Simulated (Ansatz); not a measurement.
# Calculations on TiO₂

## 1. Relaxation

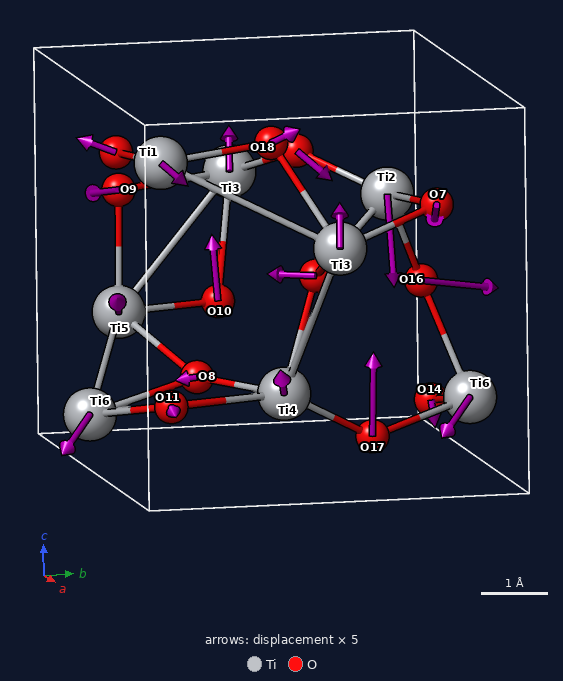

This is a relaxation of an amorphous cell of composition TiO₂ (coarse preliminary run). The starting structure is drawn; purple arrows show the displacements (the part carried along by the change of the cell is left out), magnified 5 times.

Style: ball-and-stick. Shown: the cell of the calculation, slightly off an axis.

Case: the quenched liquid.

Theory: Ansatz 0.2.0, DFT PBE, scalar-relativistic, plane waves, PAW.

Input file:
```yaml
crystal:
  lattice:
    - [5.967823, -0.064688, -0.124811]
    - [-0.064688, 6.076315, -0.054889]
    - [-0.124811, -0.054889, 5.960406]
  atoms:
    - { symbol: Ti, position: [0.9170243904, 0.0652493212, 0.8824193227] }
    - { symbol: Ti, position: [0.5116640858, 0.7771870515, 0.6895250996] }
    - { symbol: Ti, position: [0.9964071059, 0.511641682, 0.6561794172] }
    - { symbol: Ti, position: [0.6910073071, 0.4480025723, 0.2217300971] }
    - { symbol: Ti, position: [0.1087557578, 0.183685575, 0.3291847693] }
    - { symbol: Ti, position: [0.4780552987, 0.9982517494, 0.145618491] }
    - { symbol: O, position: [0.8885775923, 0.7981339011, 0.7357112983] }
    - { symbol: O, position: [0.4122540671, 0.2997307878, 0.2156107343] }
    - { symbol: O, position: [0.1047011653, 0.1879755937, 0.6442482065] }
    - { symbol: O, position: [0.0342472294, 0.4664072192, 0.329453908] }
    - { symbol: O, position: [0.8031172648, 0.1184694562, 0.2246833822] }
    - { symbol: O, position: [0.2757685344, 0.6079397779, 0.7610464958] }
    - { symbol: O, position: [0.5722380319, 0.047758696, 0.8415361077] }
    - { symbol: O, position: [0.1613943216, 0.9869844524, 0.0764353684] }
    - { symbol: O, position: [0.6722646506, 0.5403420433, 0.5194469767] }
    - { symbol: O, position: [0.4050041563, 0.8944190275, 0.4378791423] }
    - { symbol: O, position: [0.6097552508, 0.7025403276, 0.0838472805] }
    - { symbol: O, position: [0.8587458233, 0.3730018915, 0.9087121378] }
  symmetry: { detect: false }
basis:
  ecutwfc: 420
kpoints:
  mp_grid: { grid: [2, 2, 2], shift: [0.5, 0.5, 0.5] }
hamiltonian:
  xc: pbe
scf:
  occupations: { method: gaussian, width: 0.1 }
  lower_state_search: "off"
output:
  forces: true
  stress: true
  eigenvalues: true
relax:
  adjacent_minimum: "off"
  f_tol: 0.04
  max_steps: 70
  cell: { stress_tol: 0.3 }
```

Command:
```bash
ansatz run input.yaml --threads 2 --pin off --max-ram 5120MiB --backend cpu --events-out ev --progress --plain --runs-dir out
```

Question: What did the optimiser do to the structure, and how much energy did it gain?

Answer: Over 10 accepted moves (13 points after the start) the energy falls by 65.1 meV per atom. Largest force component: 1.7 eV/Å at the start, 0.0074 eV/Å at the end. Pressure: 3.34 GPa at the start and 0.00 GPa at the end. The SCF was repeated 3 times at an unchanged geometry on a basis and grid sized afresh for the cell, which shifted the energy by 3.4 meV per atom at most. The atom that moves furthest relative to the cell is O16 (0.30 Å roughly along [−1 3 −1]). Largest moves by element: O 0.30 Å, Ti 0.29 Å. The drawn cell changes as follows: a 5.969 → 5.691 Å (−4.7 %), b 6.077 → 6.209 Å (+2.2 %), c 5.962 → 6.335 Å (+6.3 %), β 92.4° → 94.8°, γ 91.2° → 90.9°; the volume changes by +3.2 %. Among the contacts that change: Ti5–O16 2.591 → 2.116 Å, Ti2–Ti6 3.027 → 3.308 Å, Ti3–Ti5 2.872 → 3.150 Å, Ti2–O7 2.256 → 2.007 Å. New bonds form: Ti5–O16 (2.59 → 2.12 Å). Bond angles that change, for instance: Ti2–O16–Ti6 145.3° → 127.6°, Ti1–O9–Ti5 138.2° → 154.1°, Ti4–O17–Ti6 142.0° → 156.1°. The run took 29 s on 2 threads of AMD EPYC 9R45 96-Core Processor (Zen 5), on a shared host, peak memory 0.59 GiB.

Limits of the set-up: the periodic images lie only 6.0 Å apart, so the values are limited by the cell's size.

## 2. Dynamics

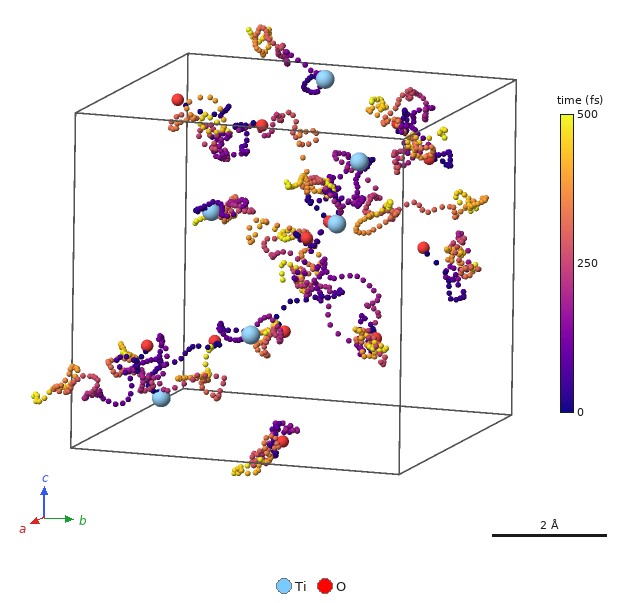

A Born-Oppenheimer molecular dynamics run of an amorphous cell of composition TiO$_{2}$ (18 atoms in the cell), 500 fs long. Dots mark each atom's position at evenly spaced times, coloured by time; spheres stand at the starting positions. Seen slightly off an axis in the simulation cell.

The calculation used DFT PBE, scalar-relativistic, plane waves, PAW in Ansatz 0.2.0. Set-up: plane-wave cutoff 420 eV; k-point mesh 1 × 1 × 1; Fermi-Dirac smearing 0.293 eV; set temperature 3400 K; time step 2 fs.

Input
```yaml
crystal:
  lattice:
    - [5.967823, -0.064688, -0.124811]
    - [-0.064688, 6.076315, -0.054889]
    - [-0.124811, -0.054889, 5.960406]
  atoms:
    - { symbol: Ti, position: [0.1399027256, 0.4658370337, 0.9839647892] }
    - { symbol: Ti, position: [0.421302491, 0.6033014953, 0.613416782] }
    - { symbol: Ti, position: [0.9169834523, 0.8376985206, 0.9053556251] }
    - { symbol: Ti, position: [0.858690735, 0.4950910632, 0.3512516081] }
    - { symbol: Ti, position: [0.1530937597, 0.1300455843, 0.5657837049] }
    - { symbol: Ti, position: [0.4019766973, 0.0700444321, 0.0496930444] }
    - { symbol: O, position: [0.1401287437, 0.4839847128, 0.5609322775] }
    - { symbol: O, position: [0.4917443979, 0.2608714174, 0.2497011356] }
    - { symbol: O, position: [0.1527148589, 0.0228479939, 0.8903957267] }
    - { symbol: O, position: [0.1520143982, 0.6353490358, 0.2270027268] }
    - { symbol: O, position: [0.7793626926, 0.6342445947, 0.6368685994] }
    - { symbol: O, position: [0.3997690399, 0.3643543207, 0.8846161935] }
    - { symbol: O, position: [0.657209395, 0.9621906688, 0.8779517411] }
    - { symbol: O, position: [0.962179981, 0.2151036052, 0.315132559] }
    - { symbol: O, position: [0.5450931445, 0.4909332172, 0.3053164301] }
    - { symbol: O, position: [0.356436969, 0.8461354238, 0.5498117418] }
    - { symbol: O, position: [0.2040657824, 0.7098644693, 0.8832775642] }
    - { symbol: O, position: [0.7867780391, 0.5721128763, 0.0269318986] }
  symmetry: { detect: false }
basis:
  ecutwfc: 420
  xc_grid: 1
kpoints:
  mp_grid: { grid: [1, 1, 1], shift: [0.0, 0.0, 0.0] }
hamiltonian:
  xc: pbe
scf:
  occupations: { method: fermi_dirac, width: 0.293 }
  lower_state_search: "off"
  convergence: { dr2_threshold: 1.0e-05 }
output:
  forces: true
  stress: true
md:
  timestep: 2.0
  n_steps: 250
  ensemble: nvt_langevin
  friction: 0.03
  temperature: 3400.0
  initial_velocities: maxwell_boltzmann
  seed: 37114
```

Run as
```bash
ansatz run input.yaml --threads 2 --pin off --max-ram 5120MiB --backend cpu --events-out ev --progress --plain --runs-dir out
```

Question: Describe the motion.

Answer: Root-mean-square distances from the starting positions over the second half, with the common drift of all atoms taken out: O 1.56 Å, Ti 1.27 Å. That is a large part of the typical shortest distance between atoms in the first frame, about 1.7 Å and still growing: the atoms leave their places as in a liquid. Bond changes: 2 O–O bonds break between 32 fs and 200 fs; one O–O bond forms at about 102 fs.

Limits of the set-up: the periodic images lie only 6.0 Å apart, so the values are limited by the cell's size.

Cost: 75 s on 2 threads of AMD EPYC 9R45 96-Core Processor (Zen 5), on a shared host, peak memory 0.43 GiB.

## 3. Dynamics

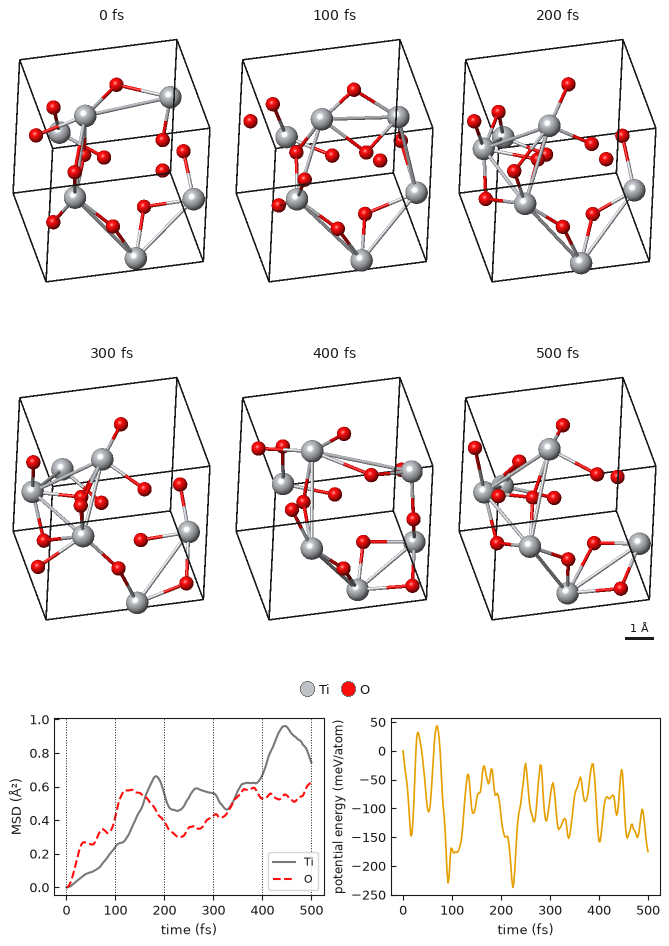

Molecular dynamics of an amorphous cell of composition TiO2 (18 atoms in the cell), 500 fs long. It starts from the last geometry of an earlier run, with fresh velocities. Frames and the history of the run. A ball-and-stick model of the simulation cell, seen from a free direction. Atoms that leave the cell re-enter on the other side. Bonds to atoms that aren't drawn are left out.

The calculation used Ansatz 0.2.0, DFT PBE, scalar-relativistic, plane waves, PAW. Run with plane-wave cutoff 420 eV; k-point mesh 1 × 1 × 1; Fermi-Dirac smearing 0.211 eV; set temperature 2450 K; time step 2 fs.

### Describe the run.

The mean temperature in the second half is 2512 K (standard deviation 433 K). The potential energy in the second half lies on average 97.5 meV per atom below the first frame. The first frame is far from relaxed (forces up to 10.7 eV/Å), so much of the motion is the structure settling. The mean pressure there is 6.9 GPa. Root-mean-square distances from the starting positions over the second half, with the common drift of all atoms taken out: Ti 0.83 Å, O 0.71 Å. That is a large part of the typical shortest distance between atoms in the first frame, about 1.8 Å and still growing: the atoms leave their places as in a liquid.

Limits of the set-up: the periodic images lie only 6.0 Å apart, so the values are limited by the cell's size.
